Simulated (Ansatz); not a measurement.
**Run report: Al, single-point calculation**

The run: single-point calculation of Al (C2/m, 2 atoms in the cell). Method and program: DFT, PBE, plane waves, PAW, no spin polarisation (Ansatz 0.2.0).

The structure derives from a Materials Project entry. Some settings of this run were made unusual or wrong on purpose. Figures and captions count atoms from 1; the log counts them from 0 in places.

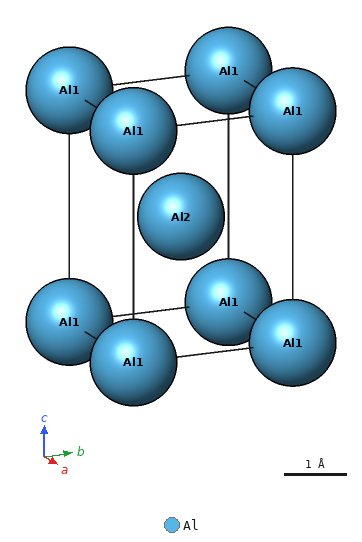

*The structure (spheres-only view of the reduced cell, seen slightly off an axis; atoms are numbered from 1 in the order of the input).*

Outcome:

```json
{"quantity": "outcome", "value": "converged"}
{"quantity": "space group (tolerance 0.01 Å)", "value": "C2/m (12)"}
{"quantity": "electrons treated", "value": "6"}
{"quantity": "free energy", "value": "−1074.9697 eV"}
{"quantity": "Fermi energy", "value": "8.318 eV"}
{"quantity": "gap on the k-point mesh", "value": "none (metallic)"}
{"quantity": "pressure", "value": "3.67 GPa"}
{"quantity": "largest force (length of the vector)", "value": "under 0.001 eV/Å"}
{"quantity": "hardware", "value": "4 threads of Intel Xeon (Granite Rapids), 192 GiB of memory available, shared host"}
{"quantity": "wall time", "value": "2.9 s (CPU time 10 s)"}
{"quantity": "peak memory", "value": "0.48 GiB"}
```

Remarks:

The input was spoiled on purpose: mixing far too weak (`scf.mixing`). It did no harm here: the run converged to the energy of the sound run within 1 meV per atom.

Input:
```yaml
crystal:
  lattice:
    - [3.8679257556, 0.0, 0.0106390737]
    - [0.0, 3.8679403874, 0.0]
    - [-1.9281036472, 0.0, 2.1247565054]
  atoms:
    - { symbol: Al, position: [0.0, 0.0, 0.0] }
    - { symbol: Al, position: [0.5, 0.5, 0.0] }
basis:
  ecutwfc: 420
kpoints:
  mp_grid: { grid: [9, 9, 16] }
hamiltonian:
  xc: pbe
scf:
  occupations: { method: gaussian, width: 0.1 }
  mixing: { algorithm: anderson, beta: 0.005, ndim: 1 }
  max_iter: 60
output:
  forces: true
  eigenvalues: true
  stress: true
```

Run as:
```bash
ansatz run input.yaml --threads 4 --pin off --max-ram 8192MiB --backend cpu --events-out ev --progress --plain --runs-dir out
```

Output:
```
Engine: ansatz 0.2.0, x86_64-unknown-linux-gnu
Pseudopotentials: kind: paw
Pseudopotential: Al, paw, valence charge 3, recommended cutoff 420 eV (normal), Al.paw.azcp
Functional definition: PBE
  parameter kappa = 0.804
  parameter beta = 0.06672455060314922
  exchange = pbe_x(kappa = kappa, mu = beta*pi^2/3)
  correlation = pbe_c(beta = beta)
Crystal: 2 atoms, lattice volume = 31.868 Å³
Basis set: ecut = 420 eV, 621 PW (Γ), exchange–correlation on 54×54×40 points (8 copies of the dense FFT grid, shifted against one another)
Bands: 7, of which v1, the nominal top of the filled ones, is band 3 counted from 1 (2 counted from 0)
Symmetry: 8 space group operations
Space group: C2/m (ITA 12), of the structure as read, at distance tolerance 3.2e-5 Å
k-points: 365 of 1296
Non-local potential: Al, projectors of the file, l = 0: 2, l = 1: 2, l = 2: 1
PAW form: soft (Blöchl's): semilocal exchange-correlation on the pseudo side does not see the compensation charge
PAW one-centre angular grid: Al, 110 points (default); XC on 64 Gauss nodes
Initial density: superposition of atomic densities (neutral atoms: chi_scale 0, normalization atom), corrected by the library's trained network
Initial wavefunctions: pseudopotential atomic-orbital guess
Functional: x = pbe(κ = 0.804, μ = 0.2195149727645171), c = pbe(β = 0.06672455060314922)
SCF iter   1: F=—  HF=-1074.969605 eV  |F-HF|=—  |Δ(HF+E_count)|=         —  Δρ=5.10e-4  dr2=2.91e-5  ethr=1.77e-3  ⟨swp⟩=5.0  Hψ=20089  notcnv=0
preconditioner: auto → Kerker (q_TF=auto, 2.065 Å⁻¹)  [metal: Δε(μ)=0.004 eV  Ē_g=9.157 eV  σ=0.100 eV  W_gap=0.02  n_scr=2 (ndim 1)  ℏωp=16.1 eV  f_vac=0.000  D(μ)=0.51/eV (n_scr^D=2)]
SCF iter   2: F=—  HF=-1074.969647 eV  |F-HF|=—  |Δ(HF+E_count)|=   4.16e-5  Δρ=5.06e-4  dr2=2.82e-5  ethr=4.86e-7  ⟨swp⟩=1.9  Hψ=5965  notcnv=0
SCF iter   3: F=—  HF=-1074.969648 eV  |F-HF|=—  |Δ(HF+E_count)|=   6.97e-7  Δρ=5.04e-4  dr2=2.80e-5  ethr=4.70e-7  ⟨swp⟩=1.0  Hψ=2479  notcnv=0
SCF iter   4: F=—  HF=-1074.969648 eV  |F-HF|=—  |Δ(HF+E_count)|=   6.80e-7  Δρ=5.02e-4  dr2=2.77e-5  ethr=4.66e-7  ⟨swp⟩=1.0  Hψ=2479  notcnv=0
SCF iter   5: F=—  HF=-1074.969649 eV  |F-HF|=—  |Δ(HF+E_count)|=   6.73e-7  Δρ=5.00e-4  dr2=2.75e-5  ethr=4.62e-7  ⟨swp⟩=1.0  Hψ=2479  notcnv=0
SCF iter   6: F=—  HF=-1074.969650 eV  |F-HF|=—  |Δ(HF+E_count)|=   6.67e-7  Δρ=4.97e-4  dr2=2.73e-5  ethr=4.59e-7  ⟨swp⟩=1.0  Hψ=2479  notcnv=0
SCF iter   7: F=—  HF=-1074.969650 eV  |F-HF|=—  |Δ(HF+E_count)|=   6.60e-7  Δρ=4.95e-4  dr2=2.71e-5  ethr=4.55e-7  ⟨swp⟩=1.0  Hψ=2479  notcnv=0
SCF iter   8: F=—  HF=-1074.969651 eV  |F-HF|=—  |Δ(HF+E_count)|=   6.54e-7  Δρ=4.93e-4  dr2=2.69e-5  ethr=4.51e-7  ⟨swp⟩=1.0  Hψ=2479  notcnv=0
SCF iter   9: F=—  HF=-1074.969652 eV  |F-HF|=—  |Δ(HF+E_count)|=   6.48e-7  Δρ=4.91e-4  dr2=2.67e-5  ethr=4.48e-7  ⟨swp⟩=1.0  Hψ=2479  notcnv=0
SCF iter  10: F=—  HF=-1074.969652 eV  |F-HF|=—  |Δ(HF+E_count)|=   6.42e-7  Δρ=4.89e-4  dr2=2.64e-5  ethr=4.44e-7  ⟨swp⟩=1.0  Hψ=2479  notcnv=0
SCF iter  11: F=—  HF=-1074.969653 eV  |F-HF|=—  |Δ(HF+E_count)|=   6.35e-7  Δρ=4.87e-4  dr2=2.62e-5  ethr=4.41e-7  ⟨swp⟩=1.0  Hψ=2479  notcnv=0
SCF iter  12: F=—  HF=-1074.969654 eV  |F-HF|=—  |Δ(HF+E_count)|=   6.29e-7  Δρ=4.85e-4  dr2=2.60e-5  ethr=4.37e-7  ⟨swp⟩=1.0  Hψ=2479  notcnv=0
SCF iter  13: F=—  HF=-1074.969654 eV  |F-HF|=—  |Δ(HF+E_count)|=   6.23e-7  Δρ=4.83e-4  dr2=2.58e-5  ethr=4.34e-7  ⟨swp⟩=1.0  Hψ=2479  notcnv=0
SCF iter  14: F=—  HF=-1074.969655 eV  |F-HF|=—  |Δ(HF+E_count)|=   6.17e-7  Δρ=4.81e-4  dr2=2.56e-5  ethr=4.30e-7  ⟨swp⟩=1.0  Hψ=2479  notcnv=0
SCF iter  15: F=—  HF=-1074.969655 eV  |F-HF|=—  |Δ(HF+E_count)|=   6.11e-7  Δρ=4.78e-4  dr2=2.54e-5  ethr=4.27e-7  ⟨swp⟩=1.0  Hψ=2479  notcnv=0
SCF iter  16: F=—  HF=-1074.969656 eV  |F-HF|=—  |Δ(HF+E_count)|=   6.06e-7  Δρ=4.76e-4  dr2=2.52e-5  ethr=4.23e-7  ⟨swp⟩=1.0  Hψ=2479  notcnv=0
SCF iter  17: F=—  HF=-1074.969657 eV  |F-HF|=—  |Δ(HF+E_count)|=   6.00e-7  Δρ=4.74e-4  dr2=2.50e-5  ethr=4.20e-7  ⟨swp⟩=1.0  Hψ=2479  notcnv=0
SCF iter  18: F=—  HF=-1074.969657 eV  |F-HF|=—  |Δ(HF+E_count)|=   5.94e-7  Δρ=4.72e-4  dr2=2.48e-5  ethr=4.16e-7  ⟨swp⟩=1.0  Hψ=2479  notcnv=0
SCF iter  19: F=—  HF=-1074.969658 eV  |F-HF|=—  |Δ(HF+E_count)|=   5.88e-7  Δρ=4.70e-4  dr2=2.46e-5  ethr=4.13e-7  ⟨swp⟩=1.0  Hψ=2479  notcnv=0
SCF iter  20: F=—  HF=-1074.969658 eV  |F-HF|=—  |Δ(HF+E_count)|=   5.83e-7  Δρ=4.68e-4  dr2=2.44e-5  ethr=4.10e-7  ⟨swp⟩=1.0  Hψ=2479  notcnv=0
SCF iter  21: F=—  HF=-1074.969659 eV  |F-HF|=—  |Δ(HF+E_count)|=   5.77e-7  Δρ=4.66e-4  dr2=2.42e-5  ethr=4.06e-7  ⟨swp⟩=1.0  Hψ=2479  notcnv=0
SCF iter  22: F=—  HF=-1074.969660 eV  |F-HF|=—  |Δ(HF+E_count)|=   5.72e-7  Δρ=4.64e-4  dr2=2.40e-5  ethr=4.03e-7  ⟨swp⟩=1.0  Hψ=2479  notcnv=0
SCF iter  23: F=—  HF=-1074.969660 eV  |F-HF|=—  |Δ(HF+E_count)|=   5.66e-7  Δρ=4.62e-4  dr2=2.38e-5  ethr=4.00e-7  ⟨swp⟩=1.0  Hψ=2479  notcnv=0
SCF iter  24: F=—  HF=-1074.969661 eV  |F-HF|=—  |Δ(HF+E_count)|=   5.61e-7  Δρ=4.60e-4  dr2=2.36e-5  ethr=3.97e-7  ⟨swp⟩=1.0  Hψ=2479  notcnv=0
SCF iter  25: F=—  HF=-1074.969661 eV  |F-HF|=—  |Δ(HF+E_count)|=   5.55e-7  Δρ=4.58e-4  dr2=2.34e-5  ethr=3.94e-7  ⟨swp⟩=1.0  Hψ=2479  notcnv=0
SCF iter  26: F=—  HF=-1074.969662 eV  |F-HF|=—  |Δ(HF+E_count)|=   5.50e-7  Δρ=4.56e-4  dr2=2.32e-5  ethr=3.90e-7  ⟨swp⟩=1.0  Hψ=2479  notcnv=0
SCF iter  27: F=—  HF=-1074.969662 eV  |F-HF|=—  |Δ(HF+E_count)|=   5.45e-7  Δρ=4.54e-4  dr2=2.31e-5  ethr=3.87e-7  ⟨swp⟩=1.0  Hψ=2479  notcnv=0
SCF iter  28: F=—  HF=-1074.969663 eV  |F-HF|=—  |Δ(HF+E_count)|=   5.39e-7  Δρ=4.52e-4  dr2=2.29e-5  ethr=3.84e-7  ⟨swp⟩=1.0  Hψ=2479  notcnv=0
SCF iter  29: F=—  HF=-1074.969663 eV  |F-HF|=—  |Δ(HF+E_count)|=   5.34e-7  Δρ=4.50e-4  dr2=2.27e-5  ethr=3.81e-7  ⟨swp⟩=1.0  Hψ=2479  notcnv=0
SCF iter  30: F=—  HF=-1074.969664 eV  |F-HF|=—  |Δ(HF+E_count)|=   5.29e-7  Δρ=4.48e-4  dr2=2.25e-5  ethr=3.78e-7  ⟨swp⟩=1.0  Hψ=2479  notcnv=0
SCF iter  31: F=—  HF=-1074.969665 eV  |F-HF|=—  |Δ(HF+E_count)|=   5.24e-7  Δρ=4.47e-4  dr2=2.23e-5  ethr=3.75e-7  ⟨swp⟩=1.4  Hψ=7092  notcnv=0
Mixer restart at iter 31: flushing history
iteration 31: the SCF's residuals had fallen too slowly under its mixing. It goes on by minimising its free energy, and can end on another state than longer mixing would; under `scf.algorithm: density_mixing` no SCF does so, but by `scf.convergence.dm_fallback`
SCF iter  32: F=—  HF=-1074.969719 eV  |F-HF|=—  |Δ(HF+E_count)|=   5.43e-5  Δρ=2.11e-5  dr2=1.28e-7  ethr=3.72e-7  ⟨swp⟩=1.3  Hψ=20813  notcnv=0
SCF iter  33: F=-1074.969719 eV  HF=-1074.969719 eV  |F-HF|=1.33e-10  |Δ(HF+E_count)|=   2.81e-8  Δρ=9.01e-7  dr2=2.07e-10  ethr=1.67e-9  ⟨swp⟩=1.9  Hψ=7760  notcnv=0
SCF iter  34: F=-1074.969719 eV  HF=-1074.969719 eV  |F-HF|=1.33e-10  |Δ(HF+E_count)|=  6.82e-13  Δρ=9.02e-7  dr2=2.07e-10  ethr=3.44e-12  ⟨swp⟩=1.0  Hψ=8355  notcnv=0
SCF 1 converged in 34 iterations: F = -1074.969719 eV  dr2 = 2.07e-10
  greatest PAW one-centre occupation: 0.451 electrons in one spin orbital (limit 2), on the Al atom at site 1 (counted from 0), in its partial waves of l = 0
```

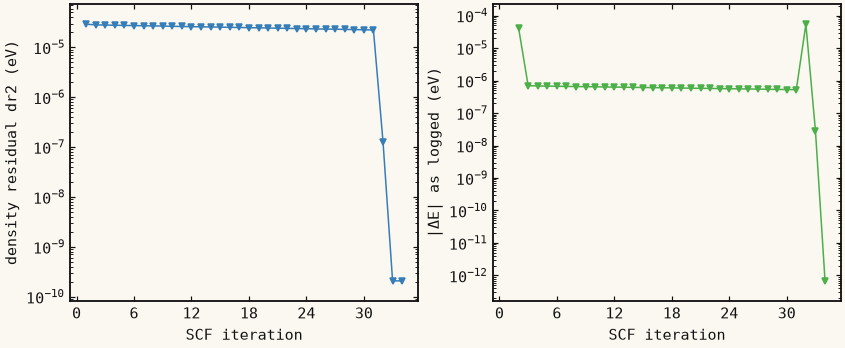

*Convergence of the self-consistent field: density residual dr2 and size of the energy change against the SCF iteration.*

The residual lingers near 2.5 × 10⁻⁵ from about step 1 to 31 before it falls again.

```
SCF converged after 34 iterations
Free energy (F): -1074.969719 eV
Harris-Foulkes:  -1074.969719 eV  (|F-HF|=1.33e-10)
Internal energy: -1074.967192 eV  (E = F + TS)
E sigma→0 (E₀):  -1074.968455 eV
Entropy (-TS):   -0.002527 eV (-1.263 meV/atom)
Fermi energy:    8.317525 eV
--- Per-component energies (eV) ---
  E_band       = 22.749772
  E_kinetic    = 46.602005
  E_local      = 20.790569  (includes V_loc(G=0)·N_el)
  E_nonlocal   = 20.903064
  E_hartree    = 0.215075
  E_xc         = -79.935833
  E_vxc        = -58.522867  (∫ρ·V_xc dr)
  E_paw        = -934.826628  (= ΣΔE_a)
  E_vpaw       = -7.453130  (= ΣTr[D̂ρ^β])
  E_aug_tail   = -0.000004  (compensation charges beyond the density's cutoff)
  E_ewald      = -148.715439
  E_smearing   = -0.002527  (= −TS)
  E_closure    = 0.000000  (closes the sum)
  Σ components = -1074.969719   (vs F -1074.969719, Δ=0.00e0)
--- Forces (eV/Å), atoms counted from 1 ---
  atom   1  Al     0.00000000     0.00000000     0.00000000
  atom   2  Al     0.00000000     0.00000000     0.00000000
  max |Σ_I F_I| component: 9.86e-32 eV/Å
--- Stress (GPa, compression-positive) ---
        5.347973       0.000000       0.007041
        0.000000       5.637735       0.000000
        0.007041       0.000000       0.016468
  P = ⅓ Tr σ = 3.6674 GPa (36.674 kbar)
--- Band table (eV; the first three rows and the last of 365) ---
  k-point 0: bands = ["-3.0574", "5.8088", "7.3754", "13.1977", "13.2806", "13.9286", "17.1212"]
  k-point 1: bands = ["-2.9300", "5.9241", "7.4951", "11.4930", "13.1611", "15.2289", "18.0656"]
  k-point 2: bands = ["-2.5486", "6.2706", "7.8467", "9.9801", "11.8769", "17.4423", "18.5354"]
  k-point 364: bands = ["1.5861", "2.6408", "5.4452", "6.4761", "15.2045", "16.1455", "18.8739"]
```
